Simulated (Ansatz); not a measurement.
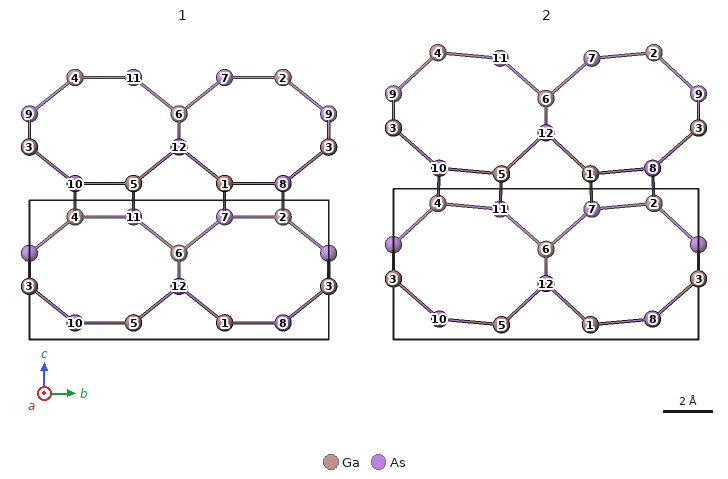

Two geometries of crystalline GaAs (a generated structure, set up in Pmmn) (coarse preliminary run), drawn at one scale. One is the start of a relaxation, the other its converged end. A ball-and-stick model of the cell of the calculation, repeated 1 × 1 × 2 with one cell outlined, seen along the a axis.

The calculation used Ansatz, DFT PBE, scalar-relativistic, plane waves, PAW. Set-up: plane-wave cutoff 420 eV; k-point mesh 4 × 2 × 4; occupations gaussian; smearing width 0.1 eV; no spin polarisation; cell and atoms relaxed; force threshold 0.04 eV/Å; at most 70 steps.

Which geometry has the lower energy?

Answer. Structure 2 is the relaxed one. The largest moves relative to the cell, 0.16 Å, are those of Ga1, Ga2, Ga4 and Ga5. Ga2 goes along [0 1 3]. Largest moves by element: Ga 0.16 Å, As 0.10 Å. The volume changes by +15.5 %, with a 3.919 → 4.102 Å (+4.7 %), b 12.217 → 12.456 Å (+2.0 %), c 5.690 → 6.159 Å (+8.2 %). Near-neighbour distances that change, for instance: Ga1–As8 2.387 → 2.547 Å, Ga1–As7 2.386 → 2.506 Å, Ga3–As10 2.382 → 2.493 Å, Ga3–As9 2.381 → 2.481 Å. Among the angles between lasting bonds that change: As8–Ga1–As12 141.4° → 132.0°, Ga1–As12–Ga5 102.7° → 94.4°, As8–Ga3–As10 102.7° → 97.6°. The space group stays Pmmn (No. 59). Over 4 accepted moves (5 points after the start) the energy falls by 117 meV per atom. Largest force component: 0.8 eV/Å at the start, 0.035 eV/Å at the end. Pressure: 10.55 GPa at the start and 0.02 GPa at the end. At 1 point the geometry stayed and the basis and grid were re-selected for the new cell (energy shift of 1.1 meV per atom at most each time).
